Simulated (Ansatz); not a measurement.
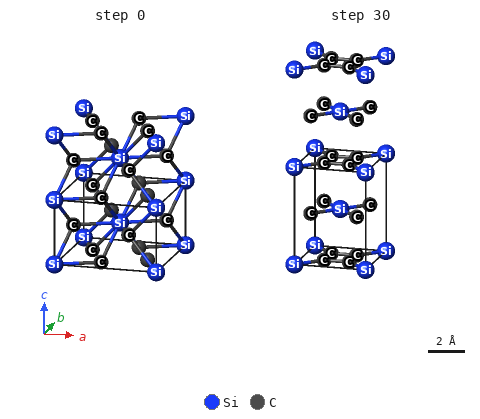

The structure of crystalline SiC₄ (a generated structure, set up in I4/m) (coarse preliminary run) before (left) and after (right) a relaxation, at one scale.

The picture is a ball-and-stick view of the conventional cell (2 times the calculation's cell), repeated 1 × 1 × 2 with one cell outlined, seen slightly off an axis. Lengths and directions refer to the drawn axes.

Method: DFT PBE, scalar-relativistic, plane waves, PAW (Ansatz 0.2.0). Set-up: plane-wave cutoff 420 eV; k-point mesh 6 × 6 × 6; occupations gaussian; smearing width 0.1 eV; no spin polarisation; cell and atoms relaxed; force threshold 0.04 eV/Å; at most 70 steps.

Describe what moved and what it gained.

The largest moves relative to the cell, 0.60 Å, are those of C atoms. Si stays in place. Cell: a = b 5.945 → 4.156 Å (−30.1 %), c 3.760 → 5.679 Å (+51.0 %). Volume −26.2 %. Among the contacts that change: C–C 3.760 → 2.080 Å, C–C 2.659 → 1.471 Å, C–Si 2.659 → 1.899 Å, C–Si 2.659 → 3.024 Å. New bonds form: C–C (2.66 → 1.47 Å). The space group (tolerance 0.01 Å) goes from I4/m (No. 87) to I4/mmm (No. 139). After 25 accepted moves (30 points after the start) the energy has fallen by 14.876 eV per cell of the calculation. Largest force component: 0.3 eV/Å at the start, 0.00077 eV/Å at the end. Pressure: −27.53 GPa at the start and 0.02 GPa at the end. The line search rejected the trial steps at points 16, 23 of the run. At 3 points the geometry stayed and the basis and grid were re-selected for the new cell (energy shift of 0.102 eV per cell of the calculation at most each time). The run took 72 s on 1 thread of Intel(R) Xeon(R) Processor @ 2.70GHz (shared host), peak memory 0.38 GiB.
